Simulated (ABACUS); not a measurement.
## Ta: 7 runs along one coordinate

System: Ta (Im-3m, 1 atom in the cell).
Method: Kohn-Sham DFT of a periodic cell, PBE, spin-orbit coupling, PseudoDojo NC FR 0.4 PBE stringent, no spin polarisation (ABACUS 3.10.1).

The 7 runs differ only in the geometry, by an even scaling of the cell at fixed fractional positions. The structure derives from an entry of the Crystallography Open Database.

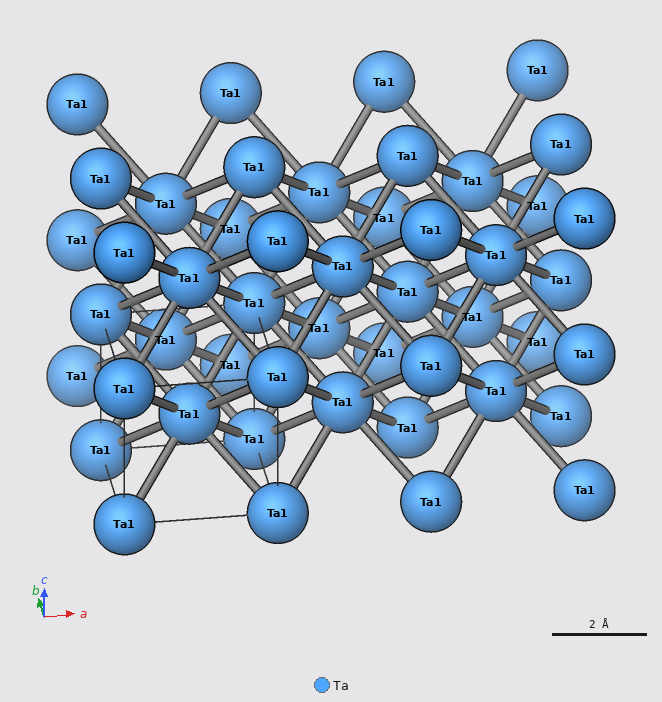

Figure 1. The structure of run 4 (ball-and-stick view of the cell 2 times as large as that of the calculation, set on its symmetry axes, repeated 3 × 2 × 2, seen at an oblique angle; atoms are numbered from 1 in the order of the input).

## Input of run 4
```python
"""ABACUS run from a structure file: ASE reads it, the script writes STRU, KPT and INPUT."""
import re
import subprocess
import spglib
from ase import Atoms
from ase.io import read
from ase.units import Bohr

atoms = read("Ta.cif")
cell, frac, numbers = spglib.standardize_cell((atoms.cell[:], atoms.get_scaled_positions(), atoms.numbers), to_primitive=True, symprec=1e-4)
atoms = Atoms(numbers=numbers, cell=cell, scaled_positions=frac, pbc=True)  # the primitive cell
atoms = atoms[(-atoms.numbers).argsort(kind="stable")]  # ABACUS lists atoms element by element
pseudo = {'Ta': 'Ta.upf'}
orbital = {'Ta': 'Ta_confined-atom_7au_3s2p2d2f.orb'}
magmoms = None
kmesh = [7, 7, 7]
params = {
    'suffix': 'Ta',
    'calculation': 'scf',
    'basis_type': 'lcao',
    'pseudo_dir': './',
    'orbital_dir': './',
    'symmetry': 0,
    'dft_functional': 'pbe',
    'ecutwfc': 132,
    'pseudo_rcut': 10,
    'nspin': 4,
    'nbands': 36,
    'ks_solver': 'scalapack_gvx',
    'smearing_method': 'fd',
    'smearing_sigma': 0.00367493,
    'scf_thr': 1e-07,
    'scf_nmax': 100,
    'mixing_type': 'broyden',
    'mixing_beta': 0.4,
    'cal_force': 1,
    'cal_stress': 1,
    'noncolin': 0,
    'lspinorb': 1,
    'out_mul': 1,
}

symbols = atoms.get_chemical_symbols()
elements = list(dict.fromkeys(symbols))
lines = ["ATOMIC_SPECIES"] + [f"{e} {atoms.get_masses()[symbols.index(e)]:.4f} {pseudo[e]}" for e in elements]
if orbital:
    lines += ["", "NUMERICAL_ORBITAL"] + [orbital[e] for e in elements]
lines += ["", "LATTICE_CONSTANT", f"{1 / Bohr:.10f}", "", "LATTICE_VECTORS"]
lines += [" ".join(f"{x:.10f}" for x in v) for v in atoms.cell]
lines += ["", "ATOMIC_POSITIONS", "Direct"]
for e in elements:
    lines += ["", e, "0.0", str(symbols.count(e))]
    for i, p in enumerate(atoms.get_scaled_positions(wrap=False)):
        if symbols[i] == e:
            mag = "" if magmoms is None else " mag " + " ".join(str(x) for x in (magmoms[i] if isinstance(magmoms[i], list) else [magmoms[i]]))
            lines.append(" ".join(f"{x:.10f}" for x in p) + " 1 1 1" + mag)
open("STRU", "w").write("\n".join(lines) + "\n")
open("KPT", "w").write("K_POINTS\n0\nGamma\n%d %d %d 0 0 0\n" % tuple(kmesh))
open("INPUT", "w").write("INPUT_PARAMETERS\n" + "".join(f"{k:<20s}{v}\n" for k, v in params.items()))

done = subprocess.run(['mpirun', '-np', '4', 'abacus'])
if done.returncode:
    raise SystemExit(done.returncode)
log = open("OUT.Ta/running_scf.log").read()
print("final energy (eV):", re.findall(r"FINAL_ETOT_IS (\S+)", log))
```

## File Ta.cif of run 4
```
data_Ta
_cell_length_a 3.30256000
_cell_length_b 3.30256000
_cell_length_c 3.30256000
_cell_angle_alpha 90.00000000
_cell_angle_beta 90.00000000
_cell_angle_gamma 90.00000000
_space_group_name_H-M_alt 'Im-3m'
_space_group_name_Hall '-I 4 2 3'
_space_group_IT_number 229
loop_
_space_group_symop_operation_xyz
'x,y,z'
'-x,-y,-z'
'-y,x,z'
'y,-x,-z'
'-x,-y,z'
'x,y,-z'
'y,-x,z'
'-y,x,-z'
'x,-y,-z'
'-x,y,z'
'-y,-x,-z'
'y,x,z'
'-x,y,-z'
'x,-y,z'
'y,x,-z'
'-y,-x,z'
'z,x,y'
'-z,-x,-y'
'z,-y,x'
'-z,y,-x'
'z,-x,-y'
'-z,x,y'
'z,y,-x'
'-z,-y,x'
'-z,x,-y'
'z,-x,y'
'-z,-y,-x'
'z,y,x'
'-z,-x,y'
'z,x,-y'
'-z,y,x'
'z,-y,-x'
'y,z,x'
'-y,-z,-x'
'x,z,-y'
'-x,-z,y'
'-y,z,-x'
'y,-z,x'
'-x,z,y'
'x,-z,-y'
'-y,-z,x'
'y,z,-x'
'-x,-z,-y'
'x,z,y'
'y,-z,-x'
'-y,z,x'
'x,-z,y'
'-x,z,-y'
'x+1/2,y+1/2,z+1/2'
'-x+1/2,-y+1/2,-z+1/2'
'-y+1/2,x+1/2,z+1/2'
'y+1/2,-x+1/2,-z+1/2'
'-x+1/2,-y+1/2,z+1/2'
'x+1/2,y+1/2,-z+1/2'
'y+1/2,-x+1/2,z+1/2'
'-y+1/2,x+1/2,-z+1/2'
'x+1/2,-y+1/2,-z+1/2'
'-x+1/2,y+1/2,z+1/2'
'-y+1/2,-x+1/2,-z+1/2'
'y+1/2,x+1/2,z+1/2'
'-x+1/2,y+1/2,-z+1/2'
'x+1/2,-y+1/2,z+1/2'
'y+1/2,x+1/2,-z+1/2'
'-y+1/2,-x+1/2,z+1/2'
'z+1/2,x+1/2,y+1/2'
'-z+1/2,-x+1/2,-y+1/2'
'z+1/2,-y+1/2,x+1/2'
'-z+1/2,y+1/2,-x+1/2'
'z+1/2,-x+1/2,-y+1/2'
'-z+1/2,x+1/2,y+1/2'
'z+1/2,y+1/2,-x+1/2'
'-z+1/2,-y+1/2,x+1/2'
'-z+1/2,x+1/2,-y+1/2'
'z+1/2,-x+1/2,y+1/2'
'-z+1/2,-y+1/2,-x+1/2'
'z+1/2,y+1/2,x+1/2'
'-z+1/2,-x+1/2,y+1/2'
'z+1/2,x+1/2,-y+1/2'
'-z+1/2,y+1/2,x+1/2'
'z+1/2,-y+1/2,-x+1/2'
'y+1/2,z+1/2,x+1/2'
'-y+1/2,-z+1/2,-x+1/2'
'x+1/2,z+1/2,-y+1/2'
'-x+1/2,-z+1/2,y+1/2'
'-y+1/2,z+1/2,-x+1/2'
'y+1/2,-z+1/2,x+1/2'
'-x+1/2,z+1/2,y+1/2'
'x+1/2,-z+1/2,-y+1/2'
'-y+1/2,-z+1/2,x+1/2'
'y+1/2,z+1/2,-x+1/2'
'-x+1/2,-z+1/2,-y+1/2'
'x+1/2,z+1/2,y+1/2'
'y+1/2,-z+1/2,-x+1/2'
'-y+1/2,z+1/2,x+1/2'
'x+1/2,-z+1/2,y+1/2'
'-x+1/2,z+1/2,-y+1/2'
loop_
_atom_site_label
_atom_site_type_symbol
_atom_site_symmetry_multiplicity
_atom_site_Wyckoff_symbol
_atom_site_fract_x
_atom_site_fract_y
_atom_site_fract_z
_atom_site_occupancy
Ta1 Ta 2 a 0.0000000000 0.0000000000 0.0000000000 1
```

## File INPUT of run 4
```
INPUT_PARAMETERS
suffix              Ta
calculation         scf
basis_type          lcao
pseudo_dir          ./
orbital_dir         ./
symmetry            0
dft_functional      pbe
ecutwfc             132
pseudo_rcut         10
nspin               4
nbands              36
ks_solver           scalapack_gvx
smearing_method     fd
smearing_sigma      0.00367493
scf_thr             1e-07
scf_nmax            100
mixing_type         broyden
mixing_beta         0.4
cal_force           1
cal_stress          1
noncolin            0
lspinorb            1
out_mul             1
```

## File STRU of run 4
```
ATOMIC_SPECIES
Ta 180.9479 Ta.upf

NUMERICAL_ORBITAL
Ta_confined-atom_7au_3s2p2d2f.orb

LATTICE_CONSTANT
1.8897261258

LATTICE_VECTORS
-1.6512800000 1.6512800000 1.6512800000
1.6512800000 -1.6512800000 1.6512800000
1.6512800000 1.6512800000 -1.6512800000

ATOMIC_POSITIONS
Direct

Ta
0.0
1
-0.0000000000 0.0000000000 0.0000000000 1 1 1
```

## File KPT of run 4
```
K_POINTS
0
Gamma
7 7 7 0 0 0
```

Command:
```bash
OMP_NUM_THREADS=1 python run_abacus.py > log
```

Run 5 has the same physical settings and fractional positions; its lattice vectors (Å) are:
```
  -1.662216    1.662216    1.662216
   1.662216   -1.662216    1.662216
   1.662216    1.662216   -1.662216
```

## Results, with one run withheld

```tsv
run	volume per atom (Å³)	free energy per atom, from the lowest run given (meV)	pressure (GPa)
1	16.930	33.30	12.80
2	17.290	10.98	7.19
3	17.650	0.06	2.31
4	18.010	0.00	−1.96
5	18.371	?	?
6	18.731	25.20	−9.01
7	19.091	49.09	−12.02
```

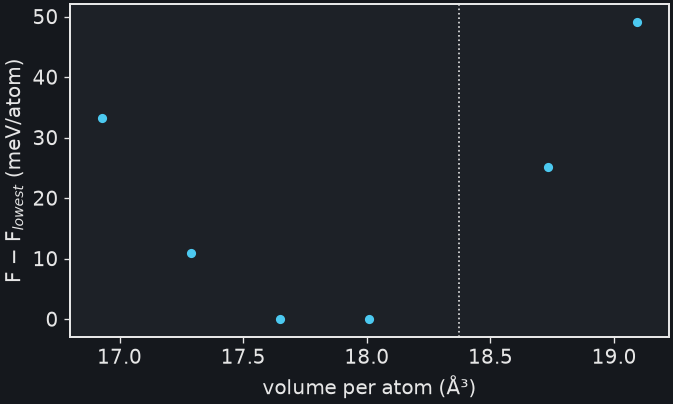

Figure 2. Free energy per atom of the runs given; the dotted line marks run 5.

Estimate the energy of run 5 from the others.

A cubic polynomial in V^(−2/3) (the Birch–Murnaghan form), fitted to the 6 runs given, misses them by at most 0.17 meV per atom. With x = V^(−2/3) − 0.14601 Å⁻², it reads F = −0.94157 − 1090.5 x + 1.2325e+06 x² + 5.266e+06 x³ (meV per atom). At run 5 it gives 8.57 meV per atom, and the run itself gives 8.82. The slope of the fit gives a pressure −dF/dV of −5.74 GPa there, and the run prints −5.69 GPa. The fit has its minimum at 17.843 Å³ per atom, where V d²F/dV² gives 212 GPa: the bulk modulus at this level, since symmetry fixes the shape and the positions.

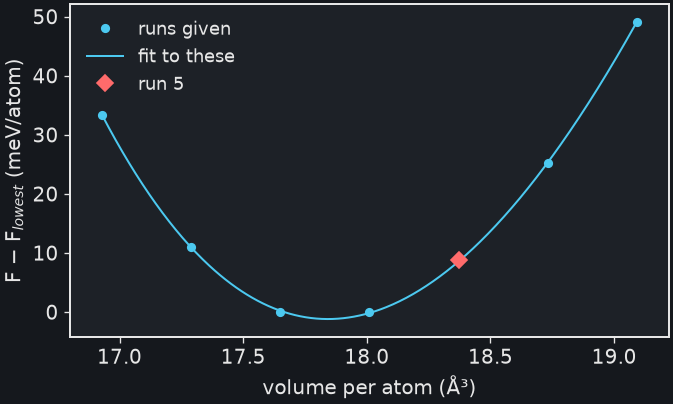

Figure 3. The fit and the withheld run.

## Some lines of the output (run 5)
```
[...]
 E_Fermi        1.7003738164         23.1347726328
 E_Fermi        1.6863976104         22.9446165946
 E_Fermi        1.6761310290         22.8049325890
 E_Fermi        1.6773622979         22.8216848620
 E_Fermi        1.6774293812         22.8225975774
 E_Fermi        1.6773856329         22.8220023508
 E_Fermi        1.6773865979         22.8220154798
 E_Fermi        1.6773859613         22.8220068185
 E_KS(sigma->0) -648.1567696922      -8818.6252650875
 E_Fermi        1.6773861098         22.8220088392
 final etot is -8818.6280893 eV
 EFERMI = 22.822008839 eV
 TOTAL-PRESSURE: -56.915300 KBAR
 !FINAL_ETOT_IS -8818.6280893492385076 eV
```

Notes: Points of doubt noted for this run: home made orbitals.
